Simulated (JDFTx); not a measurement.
# P: 7 runs along one coordinate

System: P (Cmce, 4 atoms in the cell).
Method: Kohn-Sham DFT of a periodic cell, PBEsol, PseudoDojo-SR-PBEsol-0.4.1-standard, no spin polarisation (JDFTx 1.7.0 (patched build)).

The 7 runs differ only in the geometry, by an even scaling of the cell at fixed fractional positions. The structure derives from a Materials Project entry.

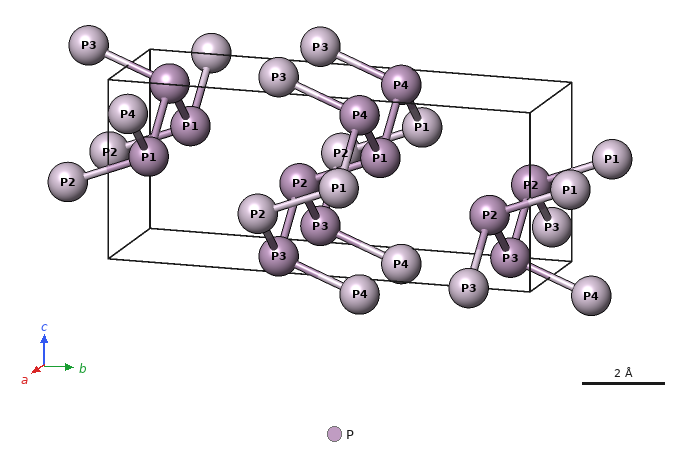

Figure 1. The structure of run 4 (ball-and-stick view of the cell 2 times as large as that of the calculation, set on its symmetry axes, seen slightly off an axis; neighbours outside the cell are drawn fainter; atoms are numbered from 1 in the order of the input). An atom can appear more than once, as a periodic image.

## Input of run 4
```
lattice \
    3.1137832283     3.1137832283     0.0000000000 \
  -10.3274245612    10.3274245612     0.0000000000 \
    0.0000000000     0.0000000000     8.5862268752
coords-type Lattice
ion P      0.9041431300     0.0958568700     0.5888151700 1
ion P      0.0958568700     0.9041431300     0.4111848300 1
ion P      0.5958568700     0.4041431300     0.0888151700 1
ion P      0.4041431300     0.5958568700     0.9111848300 1

ion-species pseudo/P.upf
elec-cutoff 22 176
elec-ex-corr gga-PBEsol
kpoint-folding 8 8 6
elec-smearing Fermi 0.0018374661
elec-n-bands 16
electronic-SCF nIterations 100 energyDiffThreshold 1e-09
electronic-minimize nIterations 30 energyDiffThreshold 1e-7
forces-output-coords Cartesian

dump-name run.$VAR
dump End Ecomponents EigStats BandEigs Kpoints Forces Stress
```

Command:
```bash
jdftx -c 1 -i P.in -o P.out
```

Run 3 differs from it as follows:
```diff
-    3.1137832283     3.1137832283     0.0000000000 \
-  -10.3274245612    10.3274245612     0.0000000000 \
-    0.0000000000     0.0000000000     8.5862268752
+    3.0928847246     3.0928847246     0.0000000000 \
+  -10.2581108985    10.2581108985     0.0000000000 \
+    0.0000000000     0.0000000000     8.5285994552
```

## Results, with one run withheld

| run | volume per atom (Å³) | free energy per atom, from the lowest run given (meV) | pressure (GPa) | gap on the mesh (eV) |
| --- | --- | --- | --- | --- |
| 1 | 19.230 | 13.96 | 4.56 | 0.05 |
| 2 | 19.639 | 4.81 | 2.63 | 0.04 |
| 3 | 20.049 | ? | ? | ? |
| 4 | 20.458 | 0.00 | −0.64 | 0.01 |
| 5 | 20.867 | 3.43 | −2.03 | 0.04 |
| 6 | 21.276 | 10.23 | −3.28 | 0.07 |
| 7 | 21.685 | 20.06 | −4.40 | 0.11 |

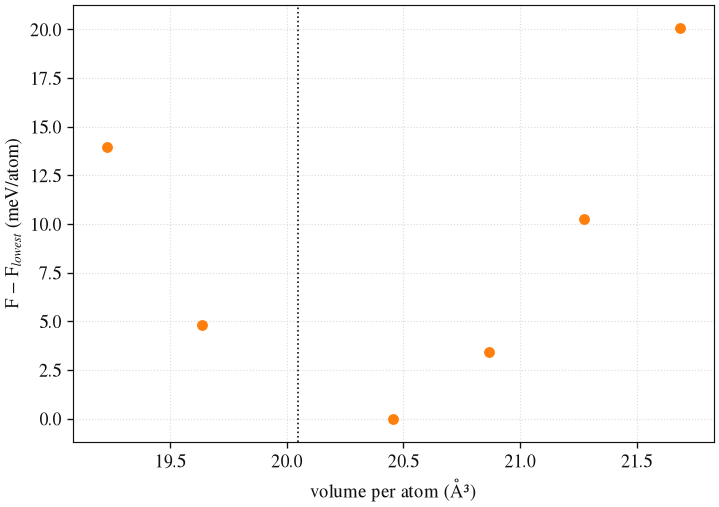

Figure 2. Free energy per atom of the runs given; the dotted line marks run 3.

Estimate the energy of run 3 from the others.

A cubic polynomial in V^(−2/3) (the Birch–Murnaghan form), fitted to the 6 runs given, misses them by under 0.01 meV per atom. With x = V^(−2/3) − 0.13353 Å⁻², it reads F = 0.15547 − 1101.9 x + 5.9781e+05 x² + 7.3054e+05 x³ (meV per atom). At run 3 it gives 0.31 meV per atom, and the run itself gives 0.32. The slope of the fit gives a pressure −dF/dV of 0.91 GPa there, and the run prints 0.91 GPa. The fit has its minimum at 20.284 Å³ per atom, where V d²F/dV² gives 76.1 GPa. Cell shape and fractional positions are held, so this is the stiffness under even scaling; the relaxed bulk modulus wasn't computed. The gap on the mesh lies between 0.01 eV (run 4) and 0.11 eV (run 7); run 3 has 0.02 eV. These are gaps of this functional on this mesh, which can miss the band edges; they aren't the measured gap.

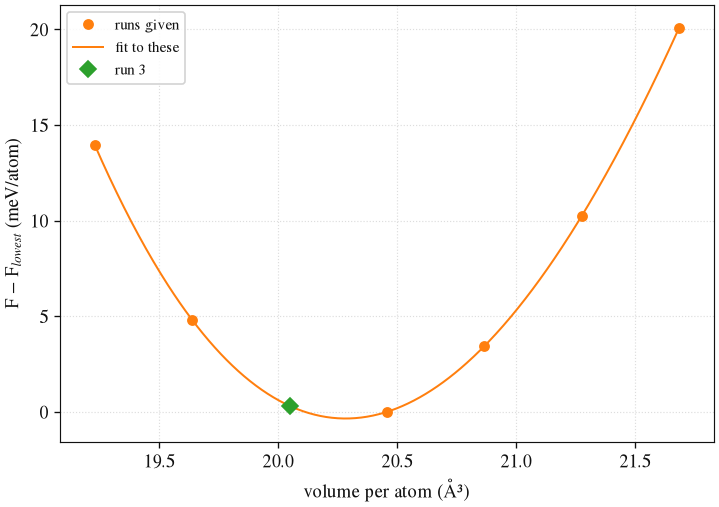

Figure 3. The fit and the withheld run.

## Some lines of the output (run 3)
```
[...]
unit cell volume = 541.176
     Etot =      -26.4487342798613199
        F =      -26.4487613968548381
	HOMO-LUMO gap: +0.000726
	Optical gap  : +0.000726 at state 80 ( [ +0.500000 +0.500000 +0.000000 ] spin 0 )
```
